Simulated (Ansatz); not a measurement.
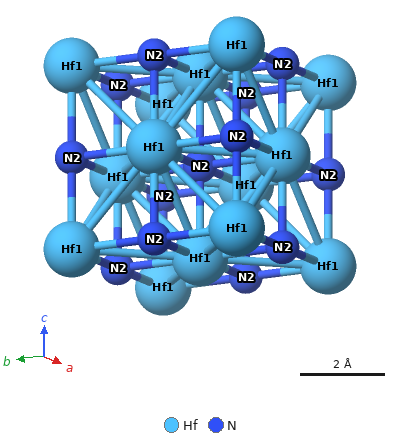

Fig. 1: The structure of run 1 (ball-and-stick view of the cell 4 times as large as that of the calculation, set on its symmetry axes, seen at an oblique angle; atoms are numbered from 1 in the order of the input).

## HfN: a changed input and its effect

System: HfN (Fm-3m, 2 atoms in the cell).
Method of run 1: Kohn-Sham DFT of a periodic cell, HSE06, Ansatz PAW, no spin polarisation (Ansatz 0.2.0).

The structure derives from an entry of the Crystallography Open Database. Text and figures count atoms from 1; the logs count them from 0 in places.

Input, run 1:
```yaml
crystal:
  lattice:
    - [0.0, 2.256, 2.256]
    - [2.256, 0.0, 2.256]
    - [2.256, 2.256, 0.0]
  atoms:
    - { symbol: Hf, position: [0.0, 0.0, 0.0] }
    - { symbol: "N", position: [0.5, 0.5, 0.5] }
hamiltonian:
  xc: hse06
  pseudopotentials: { kind: paw }
kpoints:
  mp_grid: { grid: [5, 5, 5] }
scf:
  occupations: { method: fermi_dirac, width: 0.05 }
output:
  forces: true
  stress: true
relax:
  f_tol: 0.01
  max_steps: 40
  cell: { stress_tol: 0.05 }
```

Launched with:
```bash
ansatz run input.yaml --threads 2 --pin off --max-ram 5632MiB --backend cpu --events-out ev --progress --plain --runs-dir out
```

Hardware: 2 threads of Arm Neoverse V1, 24 GiB of memory available, shared host.

Output, shortened to warnings, some set-up lines, iterations and results (run 1):
```
Basis set: ecut = 420 eV, 459 PW (Γ), exchange–correlation on 48×48×48 points (8 copies of the dense FFT grid, shifted against one another)
Symmetry: 48 space group operations
k-points: 10 of 125
Initial density: superposition of atomic densities (neutral atoms: chi_scale 0, normalization atom), corrected by the library's trained network
[...]
SCF iter   1: F=—  HF=-16108.704015 eV  |F-HF|=—  |Δ(HF+E_count)|=         —  Δρ=5.18e-3  dr2=6.99e-3  ethr=1.77e-3  ⟨swp⟩=5.2  Hψ=750  notcnv=0
SCF iter   2: F=—  HF=-16108.702586 eV  |F-HF|=—  |Δ(HF+E_count)|=   1.43e-3  Δρ=1.70e-3  dr2=8.14e-4  ethr=2.25e-5  ⟨swp⟩=3.0  Hψ=440  notcnv=0
SCF iter   3: F=—  HF=-16108.702402 eV  |F-HF|=—  |Δ(HF+E_count)|=   1.83e-4  Δρ=5.88e-4  dr2=3.08e-5  ethr=9.55e-8  ⟨swp⟩=3.8  Hψ=907  notcnv=0
SCF iter   4: F=—  HF=-16108.702377 eV  |F-HF|=—  |Δ(HF+E_count)|=   2.58e-5  Δρ=1.89e-4  dr2=3.83e-6  ethr=9.55e-8  ⟨swp⟩=4.0  Hψ=526  notcnv=0
SCF iter   5: F=—  HF=-16108.702376 eV  |F-HF|=—  |Δ(HF+E_count)|=   9.59e-7  Δρ=3.60e-5  dr2=1.76e-7  ethr=1.23e-8  ⟨swp⟩=3.0  Hψ=402  notcnv=0
[... 70 lines ...]
SCF 13 converged in 4 iterations: F = -16108.975979 eV  dr2 = 3.86e-12
SCF iter   1: F=—  HF=-16108.975979 eV  |F-HF|=—  |Δ(HF+E_count)|=         —  Δρ=7.08e-7  dr2=6.84e-11  ethr=2.02e-11  ⟨swp⟩=12.2  Hψ=693  notcnv=0
SCF iter   2: F=-16108.975979 eV  HF=-16108.975979 eV  |F-HF|=3.64e-12  |Δ(HF+E_count)|=  2.00e-11  Δρ=1.99e-7  dr2=6.52e-12  ethr=1.00e-12  ⟨swp⟩=2.8  Hψ=379  notcnv=0
SCF 14 converged in 2 iterations: F = -16108.975979 eV  dr2 = 6.52e-12
relax step   4: F+E_penalty+E_count = -16108.97597897 eV  Δ(F+E_penalty+E_count) = -1.342e-4 eV  max|allowed force component| = 2.169e-30 eV/Å  Δτ_max = 0.0000 Å  P = +0.013 …
basis re-selected at this cell: Δ(F+E_penalty+E_count) = -1.342e-4 eV, ΔP = +0.021 GPa vs the last step (what re-selecting the basis moved, of the pressure what is left beyond the Pulay correction that the steps carried, after the strain that the cell walked since its last selection, with what the …
hybrid SCF converged: 2 outer / 6 inner (+0 warm-up), last move |dexx| = 5.71e-12 eV, tail = 1.45e-11 eV
Stability not checked: this state was not tested for a lower state beside it, because the functional holds exact exchange (a hybrid, or Hartree-Fock), whose exchange loop this test does not read (fock_operator; see scf.lower_state_search)
Free energy (F): -16108.975979 eV
Frozen-core exchange: fock
Harris-Foulkes:  -16108.975979 eV  (|F-HF|=3.64e-12)
Internal energy: -16108.962592 eV  (E = F + TS)
E sigma→0 (E₀):  -16108.969286 eV
Entropy (-TS):   -0.013386 eV (-6.693 meV/atom)
Fermi energy:    24.075024 eV
--- Per-component energies (eV) ---
  E_band       = 100.591795
  E_kinetic    = 553.211177
  E_local      = -4714.368844  (includes V_loc(G=0)·N_el)
  E_nonlocal   = -1214.411944
  E_hartree    = 2238.095674
  E_xc         = -285.980140
  E_vxc        = -272.252343  (∫ρ·V_xc dr)
  E_exx        = -128.850477  (= α·E_x^exact, valence–valence)
  E_paw        = -6987.388108  (= ΣΔE_a)
  E_vpaw       = 1529.923148  (= ΣTr[D̂ρ^β])
  E_aug_tail   = 0.000095  (compensation charges beyond the density's cutoff)
  E_ewald      = -5570.399900
  E_core_change = 1.129875  (= ΣΔE_core)
  E_smearing   = -0.013386  (= −TS)
  E_closure    = -0.000000  (closes the sum)
  Σ components = -16108.975979   (vs F -16108.975979, Δ=0.00e0)
--- Forces (eV/Å), atoms counted from 1 ---
  atom   1  Hf     0.00000000     0.00000000    -0.00000000
  atom   2  N      0.00000000     0.00000000    -0.00000000
  max |Σ_I F_I| component: 1.39e-29 eV/Å
--- Stress (GPa, compression-positive) ---
        0.013452      -0.000000      -0.000000
       -0.000000       0.013452       0.000000
       -0.000000       0.000000       0.013452
  P = ⅓ Tr σ = 0.0135 GPa (0.135 kbar)
  guard bands above this table: 1 of the run's 20 bands, where the rule asks 2: the bands that hold charge and the lowest empty level above them stay in the table. The solve was not asked for them (output.publish_guard_bands: true or output.eigenvalues: true publishes all)
[...]
```

For run 2 the input was changed thus:
```diff
-  xc: hse06
+  xc:
+    exchange: hjs_pbesol
+    correlation: pbesol
+    exx: { coeff: 0.25, omega: 0.207 }
```

Predict how the results change.

The total energies belong to different methods, so their difference says nothing on which is more stable or more accurate. The volume per atom goes from 11.55 to 11.32 Å³. On the same kind of shared host run 2 took about 1.6 times as long.

Output, shortened to warnings, some set-up lines, iterations and results (run 2):
```
Basis set: ecut = 420 eV, 459 PW (Γ), exchange–correlation on 48×48×48 points (8 copies of the dense FFT grid, shifted against one another)
Symmetry: 48 space group operations
k-points: 10 of 125
Initial density: superposition of atomic densities (neutral atoms: chi_scale 0, normalization atom), corrected by the library's trained network
[...]
SCF iter   1: F=—  HF=-15980.275229 eV  |F-HF|=—  |Δ(HF+E_count)|=         —  Δρ=8.90e-3  dr2=1.61e-2  ethr=1.77e-3  ⟨swp⟩=5.3  Hψ=749  notcnv=0
SCF iter   2: F=—  HF=-15980.271650 eV  |F-HF|=—  |Δ(HF+E_count)|=   3.58e-3  Δρ=2.41e-3  dr2=1.13e-3  ethr=3.74e-6  ⟨swp⟩=2.7  Hψ=808  notcnv=0
SCF iter   3: F=—  HF=-15980.271416 eV  |F-HF|=—  |Δ(HF+E_count)|=   2.33e-4  Δρ=4.00e-4  dr2=1.09e-5  ethr=3.64e-6  ⟨swp⟩=3.4  Hψ=402  notcnv=0
SCF iter   4: F=—  HF=-15980.271420 eV  |F-HF|=—  |Δ(HF+E_count)|=   3.86e-6  Δρ=1.90e-4  dr2=3.32e-6  ethr=3.51e-8  ⟨swp⟩=4.0  Hψ=583  notcnv=0
SCF iter   5: F=—  HF=-15980.271420 eV  |F-HF|=—  |Δ(HF+E_count)|=   4.27e-7  Δρ=5.24e-5  dr2=2.89e-7  ethr=1.07e-8  ⟨swp⟩=3.0  Hψ=455  notcnv=0
[... 109 lines ...]
SCF 22 converged in 2 iterations: F = -16014.058780 eV  dr2 = 6.84e-14
SCF iter   1: F=—  HF=-16014.058780 eV  |F-HF|=—  |Δ(HF+E_count)|=         —  Δρ=4.02e-8  dr2=7.15e-14  ethr=1.00e-12  ⟨swp⟩=12.7  Hψ=697  notcnv=0
SCF iter   2: F=-16014.058780 eV  HF=-16014.058780 eV  |F-HF|=3.64e-12  |Δ(HF+E_count)|=  1.82e-12  Δρ=2.02e-8  dr2=1.71e-14  ethr=1.00e-12  ⟨swp⟩=2.6  Hψ=377  notcnv=0
SCF 23 converged in 2 iterations: F = -16014.058780 eV  dr2 = 1.71e-14
relax step   7: F+E_penalty+E_count = -16014.05877960 eV  Δ(F+E_penalty+E_count) = +3.638e-12 eV  max|allowed force component| = 2.104e-29 eV/Å  Δτ_max = 0.0000 Å  P = -0.001 …
basis re-selected at this cell: Δ(F+E_penalty+E_count) = +3.638e-12 eV, ΔP = -0.001 GPa vs the last step (what re-selecting the basis moved, of the pressure what is left beyond the Pulay correction that the steps carried, after the strain that the cell walked since its last selection, with what the …
hybrid SCF converged: 2 outer / 4 inner (+0 warm-up), last move |dexx| = 0.00e0 eV, tail = 6.59e-14 eV
Stability not checked: this state was not tested for a lower state beside it, because the functional holds exact exchange (a hybrid, or Hartree-Fock), whose exchange loop this test does not read (fock_operator; see scf.lower_state_search)
Free energy (F): -16014.058780 eV
Frozen-core exchange: fock
Harris-Foulkes:  -16014.058780 eV  (|F-HF|=3.64e-12)
Internal energy: -16014.045413 eV  (E = F + TS)
E sigma→0 (E₀):  -16014.052096 eV
Entropy (-TS):   -0.013367 eV (-6.683 meV/atom)
Fermi energy:    24.411269 eV
--- Per-component energies (eV) ---
  E_band       = 113.349462
  E_kinetic    = 554.289547
  E_local      = -4666.278310  (includes V_loc(G=0)·N_el)
  E_nonlocal   = -1206.989597
  E_hartree    = 2217.525625
  E_xc         = -284.455103
  E_vxc        = -272.165351  (∫ρ·V_xc dr)
  E_exx        = -128.961465  (= α·E_x^exact, valence–valence)
  E_paw        = -6894.759730  (= ΣΔE_a)
  E_vpaw       = 1527.364765  (= ΣTr[D̂ρ^β])
  E_aug_tail   = 0.000093  (compensation charges beyond the density's cutoff)
  E_ewald      = -5606.478425
  E_core_change = 2.061954  (= ΣΔE_core)
  E_smearing   = -0.013367  (= −TS)
  E_closure    = 0.000000  (closes the sum)
  Σ components = -16014.058780   (vs F -16014.058780, Δ=0.00e0)
--- Forces (eV/Å), atoms counted from 1 ---
  atom   1  Hf    -0.00000000    -0.00000000    -0.00000000
  atom   2  N      0.00000000    -0.00000000    -0.00000000
  max |Σ_I F_I| component: 2.52e-29 eV/Å
--- Stress (GPa, compression-positive) ---
       -0.001112       0.000000      -0.000000
       -0.000000      -0.001112       0.000000
       -0.000000       0.000000      -0.001112
  P = ⅓ Tr σ = -0.0011 GPa (-0.011 kbar)
  guard bands above this table: 1 of the run's 20 bands, where the rule asks 2: the bands that hold charge and the lowest empty level above them stay in the table. The solve was not asked for them (output.publish_guard_bands: true or output.eigenvalues: true publishes all)
[...]
```

The two runs side by side:

```csv
quantity,run 1,run 2
outcome,converged,converged
free energy per atom (eV),−8054.4880,−8007.0294
"energy per atom, smearing taken to zero (eV)",−8054.4846,−8007.0260
gap on the mesh (eV),0.00,0.00
pressure (GPa),0.01,0.00
volume per atom (Å³),11.55,11.32
largest force (eV/Å),0.000,0.000
irreducible k-points,10,10
wall time (shared host),45 s,71 s
```

For both runs: Spin–orbit coupling is left out, which matters for Hf. The cell holds an odd number of electrons but the run has no spin polarisation, so it comes out as a metal.
